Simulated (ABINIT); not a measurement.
# Geometry relaxation, with input and output: TiSi2 (part 4 of 4)

The same run, continued: TiSi2 (Cmcm, 6 atoms in the cell); Kohn-Sham DFT of a periodic cell, PBE, JTH PAW PBE v2.0, no spin polarisation (ABINIT 10.8.3); cutoff 408.17 eV, 5×5×5 k-mesh, fermi-dirac of 0.05 eV. The structure derives from a Materials Project entry.

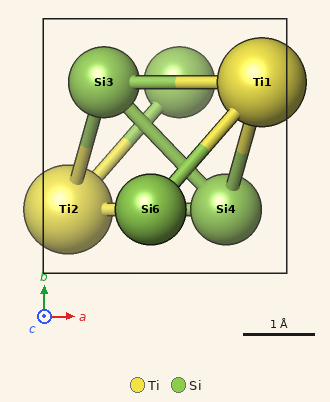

Fig. 1: The geometry at step 3 of the log (ball-and-stick view of the reduced cell, along the c axis; atoms are numbered from 1 in the order of the input).

Output, continued:
```
--- !ResultsGS
iteration_state: {dtset: 1, itime: 6, icycle: 1, }
comment   : Summary of ground state results
lattice_vectors:
- [  3.3611011, -12.7957798,   0.0000000, ]
- [  3.3611011,  12.7957798,   0.0000000, ]
- [  0.0000000,   0.0000000,   6.7666929, ]
lattice_lengths: [  13.22985,   13.22985,    6.76669, ]
lattice_angles: [ 90.000,  90.000, 150.565, ] # degrees, (23, 13, 12)
lattice_volume:   5.8204263E+02
convergence: {deltae: -1.392E-10, res2:  8.901E-10, residm:  3.712E-07, diffor: null, }
etotal    :  -1.33369984E+02
entropy   :   0.00000000E+00
fermie    :   3.53935248E-01
cartesian_stress_tensor: # hartree/bohr^3
- [  2.58583123E-06,   0.00000000E+00,   0.00000000E+00, ]
- [  0.00000000E+00,   1.95972197E-06,   0.00000000E+00, ]
- [  0.00000000E+00,   0.00000000E+00,   1.76129739E-06, ]
pressure_GPa:  -6.1851E-02
xred      :
- [  1.0315E-01,   8.9685E-01,   2.5000E-01, Ti]
- [  8.9685E-01,   1.0315E-01,   7.5000E-01, Ti]
- [  7.5027E-01,   2.4973E-01,   2.5000E-01, Si]
- [  2.4973E-01,   7.5027E-01,   7.5000E-01, Si]
- [  4.4066E-01,   5.5934E-01,   2.5000E-01, Si]
- [  5.5934E-01,   4.4066E-01,   7.5000E-01, Si]
cartesian_forces: # hartree/bohr
- [  1.28830087E-21,   3.35512700E-04,  -2.33159955E-31, ]
- [ -1.28830087E-21,  -3.35512700E-04,   2.33159955E-31, ]
- [ -2.18930664E-20,   1.82133323E-04,  -0.00000000E+00, ]
- [  2.18930664E-20,  -1.82133323E-04,  -0.00000000E+00, ]
- [ -7.44023179E-21,   3.16464836E-05,  -0.00000000E+00, ]
- [  7.44023179E-21,  -3.16464836E-05,  -0.00000000E+00, ]
force_length_stats: {min:   3.16464836E-05, max:   3.35512700E-04, mean:   1.83097502E-04, }
...

 Integrated electronic density in atomic spheres:
 ------------------------------------------------
 Atom  Sphere_radius  Integrated_density
    1        2.30803         10.30091704
    2        2.30803         10.30091704
    3        1.90945          1.51773074
    4        1.90945          1.51773074
    5        1.90945          1.56343409
    6        1.90945          1.56343409

---OUTPUT-----------------------------------------------------------------------

 Cartesian coordinates (xcart) [bohr]
  3.36110112147933E+00  1.01559617592719E+01  1.69167322679529E+00
  3.36110112147933E+00 -1.01559617592719E+01  5.07501968038587E+00
  3.36110112147933E+00 -6.40474811867310E+00  1.69167322679529E+00
  3.36110112147933E+00  6.40474811867310E+00  5.07501968038587E+00
  3.36110112147933E+00  1.51857117043645E+00  1.69167322679529E+00
  3.36110112147933E+00 -1.51857117043646E+00  5.07501968038587E+00
 Reduced coordinates (xred)
  1.03151900381759E-01  8.96848099618241E-01  2.50000000000000E-01
  8.96848099618241E-01  1.03151900381759E-01  7.50000000000000E-01
  7.50267988367371E-01  2.49732011632630E-01  2.50000000000000E-01
  2.49732011632629E-01  7.50267988367371E-01  7.50000000000000E-01
  4.40661249283203E-01  5.59338750716796E-01  2.50000000000000E-01
  5.59338750716797E-01  4.40661249283203E-01  7.50000000000000E-01
 Cartesian forces (fcart) [Ha/bohr]; max,rms= 3.35513E-04 1.27690E-04 (free atoms)
  1.28830086589578E-21  3.35512700329116E-04 -2.33159954513033E-31
 -1.28830086589578E-21 -3.35512700329116E-04  2.33159954513033E-31
 -2.18930663557331E-20  1.82133322967582E-04 -0.00000000000000E+00
  2.18930663557331E-20 -1.82133322967582E-04 -0.00000000000000E+00
 -7.44023178766911E-21  3.16464836276670E-05 -0.00000000000000E+00
  7.44023178766911E-21 -3.16464836276670E-05 -0.00000000000000E+00
 Gradient of E wrt nuclear positions in reduced coordinates (gred)
  4.29314661903440E-03 -4.29314661903440E-03  1.57772181044202E-30
 -4.29314661903440E-03  4.29314661903440E-03 -1.57772181044202E-30
  2.33053788707479E-03 -2.33053788707479E-03 -0.00000000000000E+00
 -2.33053788707479E-03  2.33053788707479E-03 -0.00000000000000E+00
  4.04941434578105E-04 -4.04941434578105E-04 -0.00000000000000E+00
 -4.04941434578105E-04  4.04941434578105E-04 -0.00000000000000E+00
 Scale of Primitive Cell (acell) [bohr]
  1.32298518636602E+01  1.32298518636602E+01  6.76669290718116E+00
 Real space primitive translations (rprimd) [bohr]
  3.36110112147933E+00 -1.27957797568411E+01  0.00000000000000E+00
  3.36110112147933E+00  1.27957797568411E+01  0.00000000000000E+00
  0.00000000000000E+00  0.00000000000000E+00  6.76669290718116E+00
 Unitary Cell Volume (ucvol) [Bohr^3]=  5.82042634916488E+02
 Angles (23,13,12)= [degrees]
  9.00000000000000E+01  9.00000000000000E+01  1.50564886273937E+02
 Lengths [Bohr]
  1.32298518636602E+01  1.32298518636602E+01  6.76669290718116E+00
 Stress tensor in cartesian coordinates (strten) [Ha/bohr^3]
  2.58583123096193E-06  0.00000000000000E+00  0.00000000000000E+00
  0.00000000000000E+00  1.95972196503393E-06  0.00000000000000E+00
  0.00000000000000E+00  0.00000000000000E+00  1.76129739013625E-06
 Total energy (etotal) [Ha]= -1.33369984413404E+02

 Difference of energy with previous step (new-old):
           Absolute (Ha)=-3.52711E-06
           Relative     =-2.64461E-08

 At Broyd/MD step   6, gradients are converged :
  max grad (force/stress) = 3.3551E-04 < tolmxf= 5.0000E-04 ha/bohr (free atoms)

================================================================================

 ----iterations are completed or convergence reached----

 Mean square residual over all n,k,spin=   17.264E-10; max=  37.119E-08
 reduced coordinates (array xred) for    6 atoms
       0.103151900382      0.896848099618      0.250000000000
       0.896848099618      0.103151900382      0.750000000000
       0.750267988367      0.249732011633      0.250000000000
       0.249732011633      0.750267988367      0.750000000000
       0.440661249283      0.559338750717      0.250000000000
       0.559338750717      0.440661249283      0.750000000000
 rms dE/dt=  2.3107E-03; max dE/dt=  4.2931E-03; dE/dt below (all hartree)
    1       0.004293146619     -0.004293146619      0.000000000000
    2      -0.004293146619      0.004293146619     -0.000000000000
    3       0.002330537887     -0.002330537887      0.000000000000
    4      -0.002330537887      0.002330537887      0.000000000000
    5       0.000404941435     -0.000404941435      0.000000000000
    6      -0.000404941435      0.000404941435      0.000000000000

 cartesian coordinates (angstrom) at end:
    1      1.77861811582074     5.37430351416304     0.89519491930750
    2      1.77861811582074    -5.37430351416304     2.68558475792250
    3      1.77861811582074    -3.38924674367636     0.89519491930750
    4      1.77861811582074     3.38924674367636     2.68558475792250
    5      1.77861811582074     0.80359325598410     0.89519491930750
    6      1.77861811582074    -0.80359325598410     2.68558475792250

 cartesian forces (hartree/bohr) at end:
    1      0.00000000000000     0.00033551270033    -0.00000000000000
    2     -0.00000000000000    -0.00033551270033     0.00000000000000
    3     -0.00000000000000     0.00018213332297    -0.00000000000000
    4      0.00000000000000    -0.00018213332297    -0.00000000000000
    5     -0.00000000000000     0.00003164648363    -0.00000000000000
    6      0.00000000000000    -0.00003164648363    -0.00000000000000
 frms,max,avg= 1.2769008E-04 3.3551270E-04   0.000E+00  0.000E+00  0.000E+00 h/b

 cartesian forces (eV/Angstrom) at end:
    1      0.00000000000000     0.01725275672719    -0.00000000000000
    2     -0.00000000000000    -0.01725275672719     0.00000000000000
    3     -0.00000000000000     0.00936567202968    -0.00000000000000
    4      0.00000000000000    -0.00936567202968    -0.00000000000000
    5     -0.00000000000000     0.00162732761759    -0.00000000000000
    6      0.00000000000000    -0.00162732761759    -0.00000000000000
 frms,max,avg= 6.5660882E-03 1.7252757E-02   0.000E+00  0.000E+00  0.000E+00 e/A
 length scales= 13.229851863660 13.229851863660  6.766692907181 bohr
              =  7.000936105122  7.000936105122  3.580779677230 angstroms
 Fermi (or HOMO) energy (hartree) =   0.35394   Average Vxc (hartree)=  -0.42085
 Eigenvalues (hartree) for nkpt=  27  k points:
 kpt#   1, nband= 24, wtk=  0.00800, kpt=  0.0000  0.0000  0.0000 (reduced coord)
  -1.73555   -1.73522   -0.86630   -0.86499   -0.86480   -0.86454   -0.86386   -0.86321
  -0.12476   -0.04253    0.03988    0.22833    0.24048    0.24478    0.26097    0.26162
   0.27517    0.27736    0.27797    0.37005    0.37873    0.38253    0.38581    0.40103
      occupation numbers for kpt#   1
   2.00000    2.00000    2.00000    2.00000    2.00000    2.00000    2.00000    2.00000
   2.00000    2.00000    2.00000    2.00000    2.00000    2.00000    2.00000    2.00000
   2.00000    2.00000    2.00000    0.00031    0.00000    0.00000    0.00000    0.00000
 prteigrs : prtvol=0 or 1, do not print more k-points.

 Fermi (or HOMO) energy (eV) =   9.63107   Average Vxc (eV)= -11.45193
 Eigenvalues (   eV  ) for nkpt=  27  k points:
 kpt#   1, nband= 24, wtk=  0.00800, kpt=  0.0000  0.0000  0.0000 (reduced coord)
 -47.22662  -47.21772  -23.57333  -23.53764  -23.53238  -23.52526  -23.50696  -23.48919
  -3.39501   -1.15720    1.08515    6.21331    6.54384    6.66094    7.10143    7.11915
   7.48769    7.54736    7.56389   10.06967   10.30574   10.40906   10.49854   10.91265
 prteigrs : prtvol=0 or 1, do not print more k-points.

--- !EnergyTerms
iteration_state     : {dtset: 1, itime: 6, icycle: 1, }
comment             : Components of total free energy in Hartree
kinetic             :  2.20004082628133E+01
hartree             :  3.16371034644531E+01
xc                  : -1.62660796651970E+01
Ewald energy        : -9.68367717542244E+01
psp_core            :  4.80515864827381E+00
local_psp           : -8.55727783466849E+01
PAW spherical_terms :  6.86337380455351E+00
internal            : -1.33369585586013E+02
'-kT*entropy'       : -3.97582398704745E-04
total_energy        : -1.33369983168411E+02
total_energy_eV     : -3.62918212561563E+03
...

--- !EnergyTermsDC
iteration_state     : {dtset: 1, itime: 6, icycle: 1, }
comment             : '"Double-counting" decomposition of free energy'
band_energy         : -1.31365065302008E+01
Ewald energy        : -9.68367717542244E+01
psp_core            :  4.80515864827381E+00
xc_dc               : -3.35439330084008E+01
PAW spherical_terms :  5.34246581354682E+00
internal            : -1.33369586831005E+02
'-kT*entropy'       : -3.97582398704745E-04
total_energy_dc     : -1.33369984413404E+02
total_energy_dc_eV  : -3.62918215949360E+03
...

--- !EnergyTermsWithPAWCore
iteration_state     : {dtset: 1, itime: 6, icycle: 1, }
comment             : 'Components of total free energy, including PAW core contributions'
Total energy        : -2.86788670548436E+03
Total energy DC     : -2.86788670672935E+03
Total energy (eV)   : -7.80391728526488E+04
Total energy DC (eV): -7.80391728865268E+04
...

 rms coord change=  5.1328E-04   atom, delta coord (reduced):
     1        0.000033820382     -0.000033820382      0.000000000000
     2       -0.000033820382      0.000033820382      0.000000000000
     3       -0.000046831633      0.000046831633      0.000000000000
     4        0.000046831633     -0.000046831633      0.000000000000
     5       -0.001087300717      0.001087300717      0.000000000000
     6        0.001087300717     -0.001087300717      0.000000000000

 Cartesian components of stress tensor (hartree/bohr^3)
  sigma(1 1)=  2.58583123E-06  sigma(3 2)=  0.00000000E+00
  sigma(2 2)=  1.95972197E-06  sigma(3 1)=  0.00000000E+00
  sigma(3 3)=  1.76129739E-06  sigma(2 1)=  0.00000000E+00

-Cartesian components of stress tensor (GPa)         [Pressure= -6.1851E-02 GPa]
- sigma(1 1)=  7.60777814E-02  sigma(3 2)=  0.00000000E+00
- sigma(2 2)=  5.76570108E-02  sigma(3 1)=  0.00000000E+00
- sigma(3 3)=  5.18191583E-02  sigma(2 1)=  0.00000000E+00

== END DATASET(S) ==============================================================
================================================================================

 -outvars: echo values of variables after computation  --------
            acell      1.3229851864E+01  1.3229851864E+01  6.7666929072E+00 Bohr
           etotal     -1.3336998441E+02
            fcart      1.2883008659E-21  3.3551270033E-04 -2.3315995451E-31
                      -1.2883008659E-21 -3.3551270033E-04  2.3315995451E-31
                      -2.1893066356E-20  1.8213332297E-04 -0.0000000000E+00
                       2.1893066356E-20 -1.8213332297E-04 -0.0000000000E+00
                      -7.4402317877E-21  3.1646483628E-05 -0.0000000000E+00
                       7.4402317877E-21 -3.1646483628E-05 -0.0000000000E+00
            rprim      2.5405432775E-01 -9.6718994957E-01  0.0000000000E+00
                       2.5405432775E-01  9.6718994957E-01  0.0000000000E+00
                       0.0000000000E+00  0.0000000000E+00  1.0000000000E+00
           strten      2.5858312310E-06  1.9597219650E-06  1.7612973901E-06
                       0.0000000000E+00  0.0000000000E+00  0.0000000000E+00
           xangst      1.7786181158E+00  5.3743035142E+00  8.9519491931E-01
                       1.7786181158E+00 -5.3743035142E+00  2.6855847579E+00
                       1.7786181158E+00 -3.3892467437E+00  8.9519491931E-01
                       1.7786181158E+00  3.3892467437E+00  2.6855847579E+00
                       1.7786181158E+00  8.0359325598E-01  8.9519491931E-01
                       1.7786181158E+00 -8.0359325598E-01  2.6855847579E+00
             xred      1.0315190038E-01  8.9684809962E-01  2.5000000000E-01
                       8.9684809962E-01  1.0315190038E-01  7.5000000000E-01
                       7.5026798837E-01  2.4973201163E-01  2.5000000000E-01
                       2.4973201163E-01  7.5026798837E-01  7.5000000000E-01
                       4.4066124928E-01  5.5933875072E-01  2.5000000000E-01
                       5.5933875072E-01  4.4066124928E-01  7.5000000000E-01
 Calculation completed.
```

Trajectory as extended XYZ (Å, eV, eV/Å), 6 frames, from step=0 to step=5:
```
6
Lattice="1.7651 -6.7593 0.0000 1.7651 6.7593 0.0000 0.0000 0.0000 3.5652" Properties=species:S:1:pos:R:3:forces:R:3 step=0 energy=-3629.17148
Ti    1.7651    5.3653    0.8913    0.0000   0.0122   0.0000
Ti    1.7651   -5.3653    2.6739    0.0000  -0.0122   0.0000
Si    1.7651   -3.3839    0.8913    0.0000   0.0014   0.0000
Si    1.7651    3.3839    2.6739    0.0000  -0.0014   0.0000
Si    1.7651    0.7875    0.8913    0.0000   0.1958   0.0000
Si    1.7651   -0.7875    2.6739    0.0000  -0.1958   0.0000
6
Lattice="1.7693 -6.7691 0.0000 1.7693 6.7691 0.0000 0.0000 0.0000 3.5742" Properties=species:S:1:pos:R:3:forces:R:3 step=1 energy=-3629.17782
Ti    1.7693    5.3732    0.8935    0.0000   0.0002   0.0000
Ti    1.7693   -5.3732    2.6806    0.0000  -0.0002   0.0000
Si    1.7693   -3.3888    0.8935    0.0000   0.0022   0.0000
Si    1.7693    3.3888    2.6806    0.0000  -0.0022   0.0000
Si    1.7693    0.7906    0.8935    0.0000   0.1535   0.0000
Si    1.7693   -0.7906    2.6806    0.0000  -0.1535   0.0000
6
Lattice="1.7753 -6.7806 0.0000 1.7753 6.7806 0.0000 0.0000 0.0000 3.5853" Properties=species:S:1:pos:R:3:forces:R:3 step=2 energy=-3629.18113
Ti    1.7753    5.3823    0.8963    0.0000  -0.0105   0.0000
Ti    1.7753   -5.3823    2.6890    0.0000   0.0105   0.0000
Si    1.7753   -3.3945    0.8963    0.0000   0.0042   0.0000
Si    1.7753    3.3945    2.6890    0.0000  -0.0042   0.0000
Si    1.7753    0.7957    0.8963    0.0000   0.0894   0.0000
Si    1.7753   -0.7957    2.6890    0.0000  -0.0894   0.0000
6
Lattice="1.7760 -6.7801 0.0000 1.7760 6.7801 0.0000 0.0000 0.0000 3.5853" Properties=species:S:1:pos:R:3:forces:R:3 step=3 energy=-3629.18136
Ti    1.7760    5.3818    0.8963    0.0000  -0.0072   0.0000
Ti    1.7760   -5.3818    2.6890    0.0000   0.0072   0.0000
Si    1.7760   -3.3942    0.8963    0.0000   0.0051   0.0000
Si    1.7760    3.3942    2.6890    0.0000  -0.0051   0.0000
Si    1.7760    0.7969    0.8963    0.0000   0.0758   0.0000
Si    1.7760   -0.7969    2.6890    0.0000  -0.0758   0.0000
6
Lattice="1.7786 -6.7740 0.0000 1.7786 6.7740 0.0000 0.0000 0.0000 3.5825" Properties=species:S:1:pos:R:3:forces:R:3 step=4 energy=-3629.18206
Ti    1.7786    5.3764    0.8956    0.0000   0.0137   0.0000
Ti    1.7786   -5.3764    2.6869    0.0000  -0.0137   0.0000
Si    1.7786   -3.3908    0.8956    0.0000   0.0092   0.0000
Si    1.7786    3.3908    2.6869    0.0000  -0.0092   0.0000
Si    1.7786    0.8026    0.8956    0.0000   0.0126   0.0000
Si    1.7786   -0.8026    2.6869    0.0000  -0.0126   0.0000
6
Lattice="1.7786 -6.7712 0.0000 1.7786 6.7712 0.0000 0.0000 0.0000 3.5808" Properties=species:S:1:pos:R:3:forces:R:3 step=5 energy=-3629.18216
Ti    1.7786    5.3743    0.8952    0.0000   0.0173   0.0000
Ti    1.7786   -5.3743    2.6856    0.0000  -0.0173   0.0000
Si    1.7786   -3.3892    0.8952    0.0000   0.0094   0.0000
Si    1.7786    3.3892    2.6856    0.0000  -0.0094   0.0000
Si    1.7786    0.8036    0.8952    0.0000   0.0016   0.0000
Si    1.7786   -0.8036    2.6856    0.0000  -0.0016   0.0000
```

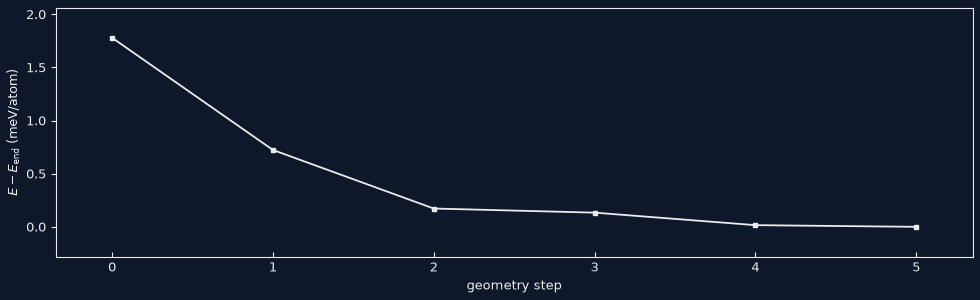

Fig. 2: Progress of the relaxation, step by step (steps are counted from 0).

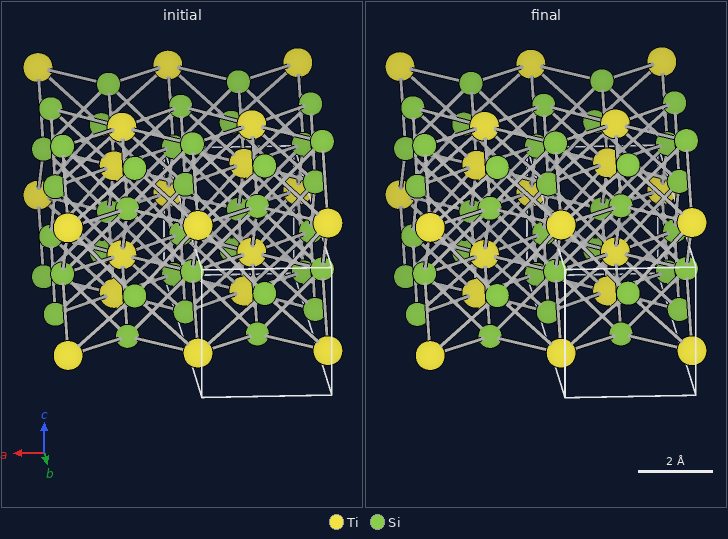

Fig. 3: Before (left) and after (right) the relaxation, at one scale (ball-and-stick view of the cell 2 times as large as that of the calculation, set on its symmetry axes, repeated 2 × 1 × 2, seen at an oblique angle). The largest moves relative to the cell, 0.015 Å, are those of Si5 and Si6. Ti stays in place. The drawn cell changes as follows: a 3.530 → 3.557 Å (+0.8 %), b 13.519 → 13.542 Å (+0.2 %), c 3.565 → 3.581 Å (+0.4 %); the volume changes by +1.4 %. Distances before and after: Si5–Si6 2.379 → 2.406 Å, Ti1–Si5 2.806 → 2.829 Å, Si3–Si4 2.509 → 2.524 Å, Ti1–Si6 2.581 → 2.592 Å. The space group stays Cmcm (No. 63). After 5 geometry steps the energy has fallen by 1.8 meV per atom. Largest force component: 0.2 eV/Å at the start, 0.017 eV/Å at the end. (Atoms are counted from 1 in the order of the input.)

This output came from the following input.

Input file:
```
# Pseudopotentials
pp_dirpath "./"
pseudos "Ti.GGA_PBE-JTH.xml, Si.GGA_PBE-JTH.xml"

# Structure
acell 3*1.0
rprim
     3.3355650785   -12.7731909004     0.0000000000
     3.3355650785    12.7731909004     0.0000000000
     0.0000000000     0.0000000000     6.7372023899
ntypat 2
znucl 22 14
natom 6
typat 1 1 2 2 2 2
xred
     0.1031180800     0.8968819200     0.2500000000
     0.8968819200     0.1031180800     0.7500000000
     0.7503148200     0.2496851800     0.2500000000
     0.2496851800     0.7503148200     0.7500000000
     0.4417485500     0.5582514500     0.2500000000
     0.5582514500     0.4417485500     0.7500000000
chkprim 0
chksymtnons 0
tolsym 1.0e-6

# Plane-wave basis
ecut 15.0
pawecutdg 30.0
pawxcdev 0

# k points
kptopt 1
ngkpt 5 5 5
nshiftk 1
shiftk 0.0 0.0 0.0

# Exchange and correlation
ixc 11

# Bands and occupations
nband 24
occopt 3
tsmear 0.05 eV

# SCF cycle
nstep 100
tolvrs 1.0e-9

# Output
iomode 3
prtwf 0
prtden 0
prteig 0
prtebands 0
enunit 2

# Relaxation
ionmov 2
ntime 60
tolmxf 0.0005
optcell 2
dilatmx 1.08
ecutsm 0.5
```

Launched with:
```bash
abinit run.abi > log 2>&1
```

Results in brief:

```tsv
quantity	value
outcome	converged
space group (tolerance 0.01 Å)	Cmcm (63)
electrons treated	40
free energy	−3629.1822 eV
Fermi energy	9.631 eV
gap on the k-point mesh	none (metallic)
pressure	−0.06 GPa
final volume	86.25 Å³
largest force (length of the vector) at the end	0.017 eV/Å
final cell	a = 7.001 Å, b = 7.001 Å, c = 3.581 Å, α = 90.00°, β = 90.00°, γ = 150.56°
hardware	1 thread of Intel Xeon @ 2.90GHz (Ice Lake), 16 GiB of memory available, shared host
wall time	11 min
peak memory	0.19 GiB
```
